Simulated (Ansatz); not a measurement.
# A series of single points on MgSi

System: MgSi (2 atoms in the cell).
Method: Kohn-Sham DFT of a periodic cell, PBEsol, all-electron LAPW, scalar-relativistic, no spin polarisation (Ansatz 0.2.0).

The 7 runs differ only in the geometry, by an even scaling of the cell at fixed fractional positions. The structure derives from a Materials Project entry.

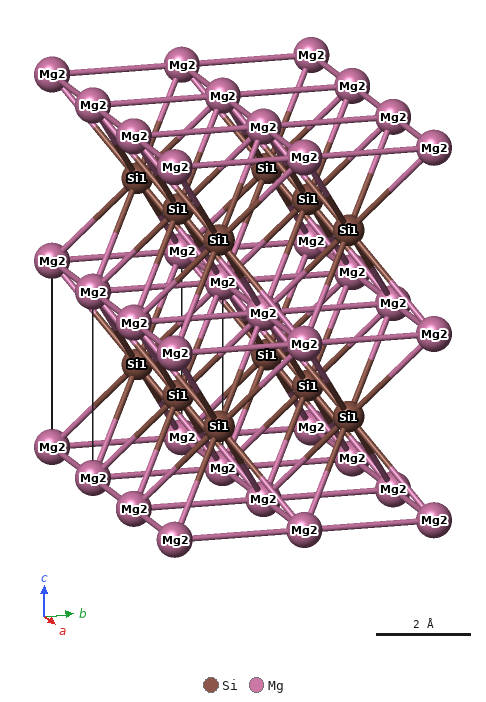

Figure 1. The structure of run 4 (ball-and-stick view of the cell of the calculation, repeated 3 × 2 × 2, seen at an oblique angle; atoms are numbered from 1 in the order of the input). An atom can appear more than once, as a periodic image.

**Input of run 4**
```yaml
crystal:
  lattice:
    - [2.908394, 0.0, 0.0]
    - [0.0, 2.908394, 0.0]
    - [0.0, 0.0, 4.103427]
  atoms:
    - { symbol: Si, position: [0.5, 0.5, 0.5] }
    - { symbol: Mg, position: [0.0, 0.0, 0.0] }
kpoints:
  mp_grid: { grid: [9, 9, 7] }
scf:
  occupations: { method: fermi_dirac, width: 0.05 }
hamiltonian:
  xc: pbesol
  pseudopotentials: { kind: all_electron, lapw: { basis_error: 0.0005 } }
output:
  forces: true
  stress: true
  eigenvalues: true
```

Command:
```bash
ansatz run input.yaml --threads 1 --pin off --max-ram 3072MiB --backend cpu --events-out ev --progress --plain --runs-dir out
```

Run 3 differs from it as follows:
```diff
-    - [2.908394, 0.0, 0.0]
-    - [0.0, 2.908394, 0.0]
-    - [0.0, 0.0, 4.103427]
+    - [2.888873989, 0.0, 0.0]
+    - [0.0, 2.888873989, 0.0]
+    - [0.0, 0.0, 4.0758863917]
```

**Results, with one run withheld**

```tsv
run	volume per atom (Å³)	free energy per atom, from the lowest run given (meV)	pressure (GPa)
1	16.314	4.10	2.68
2	16.661	0.00	1.14
3	17.008	?	?
4	17.355	1.04	−1.52
5	17.702	5.60	−2.66
6	18.049	12.49	−3.68
7	18.396	21.48	−4.60
```

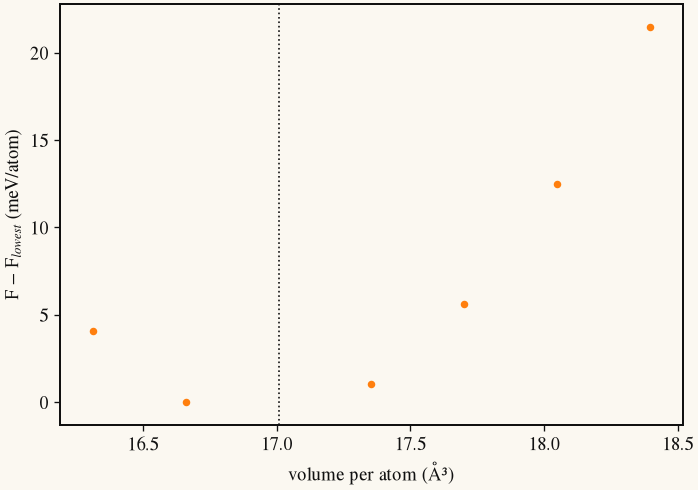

Figure 2. Free energy per atom of the runs given; the dotted line marks run 3.

Estimate the energy of run 3 from the others.

A cubic polynomial in V^(−2/3) (the Birch–Murnaghan form), fitted to the 6 runs given, misses them by at most 0.01 meV per atom. With x = V^(−2/3) − 0.14900 Å⁻², it reads F = 1.3591 − 1785 x + 3.4118e+05 x² + 1.0522e+05 x³ (meV per atom). At run 3 it gives −0.92 meV per atom, and the run itself gives −0.92. The slope of the fit gives a pressure −dF/dV of −0.27 GPa there, and the run prints −0.26 GPa. The fit has its minimum at 16.939 Å³ per atom, where V d²F/dV² gives 66.1 GPa. Cell shape and fractional positions are held, so this is the stiffness under even scaling; the relaxed bulk modulus wasn't computed.

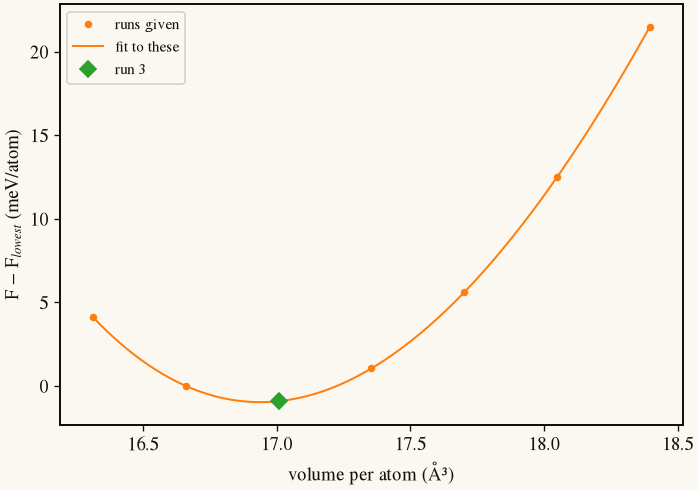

Figure 3. The fit and the withheld run.

**Output, shortened to warnings, some set-up lines, iterations and results (run 3)**
```
Basis set: ecut = 156.89598038620534 eV, 145 PW (Γ), exchange–correlation at level 2
Symmetry: 16 space group operations
k-points: 60 of 567
Initial density: superposition of atomic densities (chi_scale 0.1, normalization cell, long waves kept (reshape's long-wave potential 0.00 eV rms))
[...]
SCF iter   1: F=—  HF=-13317.591785 eV  |F-HF|=—  |Δ(HF+E_count)|=         —  Δρ=2.01e-2  dr2=3.08e-1  ethr=1.40e-3  ⟨swp⟩=2.2  Hψ=6395  notcnv=0
SCF iter   2: F=—  HF=-13317.514253 eV  |F-HF|=—  |Δ(HF+E_count)|=   7.75e-2  Δρ=1.34e-2  dr2=1.42e-1  ethr=1.40e-3  ⟨swp⟩=2.0  Hψ=2805  notcnv=0
SCF iter   3: F=—  HF=-13317.473688 eV  |F-HF|=—  |Δ(HF+E_count)|=   4.06e-2  Δρ=2.93e-3  dr2=8.23e-3  ethr=3.72e-5  ⟨swp⟩=2.0  Hψ=4728  notcnv=0
SCF iter   4: F=—  HF=-13317.470458 eV  |F-HF|=—  |Δ(HF+E_count)|=         —  Δρ=9.01e-4  dr2=9.43e-4  ethr=3.72e-5  ⟨swp⟩=2.9  Hψ=2866  notcnv=0
SCF iter   5: F=—  HF=-13317.470109 eV  |F-HF|=—  |Δ(HF+E_count)|=   3.49e-4  Δρ=2.19e-4  dr2=5.08e-5  ethr=4.28e-6  ⟨swp⟩=2.0  Hψ=2575  notcnv=0
SCF iter   6: F=—  HF=-13317.470093 eV  |F-HF|=—  |Δ(HF+E_count)|=   1.60e-5  Δρ=3.59e-5  dr2=1.32e-6  ethr=2.31e-7  ⟨swp⟩=2.1  Hψ=2581  notcnv=0
SCF iter   7: F=-13317.470093 eV  HF=-13317.470093 eV  |F-HF|=4.63e-9  |Δ(HF+E_count)|=   3.67e-7  Δρ=1.71e-6  dr2=8.85e-10  ethr=5.98e-9  ⟨swp⟩=2.3  Hψ=2594  notcnv=0
SCF 1 converged in 7 iterations: F = -13317.470093 eV  dr2 = 8.85e-10
SCF converged after 7 iterations
Free energy (F): -13317.470093 eV
Harris-Foulkes:  -13317.470093 eV  (|F-HF|=4.63e-9)
Internal energy: -13317.462988 eV  (E = F + TS)
E sigma→0 (E₀):  -13317.466540 eV
Entropy (-TS):   -0.007105 eV (-3.552 meV/atom)
Fermi energy:    8.973902 eV
--- Per-component energies (eV) ---
  E_band       = -1045.752642
  E_kinetic    = 13343.330646
  E_xc         = -989.320879
  E_electrostatic = -25671.472755  (all electrons and nuclei)
  E_smearing   = -0.007105  (= −TS)
  E_closure    = 0.000000  (closes the sum)
  E_atoms      = -13310.142063  (free atoms, spherical and without spin; not in F)
  Σ components = -13317.470093   (vs F -13317.470093, Δ=0.00e0)
  Basis errors (estimates in eV, not in F): energy 1.1e-4 per atom: plane waves 8.5e-5 (4.3e-5 summed), levels above the bands 6.5e-50, relativity 2.4e-9, radial functions 2.2e-5, core shells 5.1e-12; eigenvalues (radial functions only) 2.0e-6; not estimated: angular momenta, meshes, grids; target …
--- Forces (eV/Å), atoms counted from 1 ---
  atom   1  Si    -0.00000000     0.00000000     0.00000000
  atom   2  Mg     0.00000000     0.00000000     0.00000000
  max |Σ_I F_I| component: 1.48e-31 eV/Å
--- Stress (GPa, compression-positive) ---
        1.822766       0.000000       0.000000
        0.000000       1.822766       0.000000
        0.000000       0.000000      -4.428220
  P = ⅓ Tr σ = -0.2609 GPa (-2.609 kbar)
```
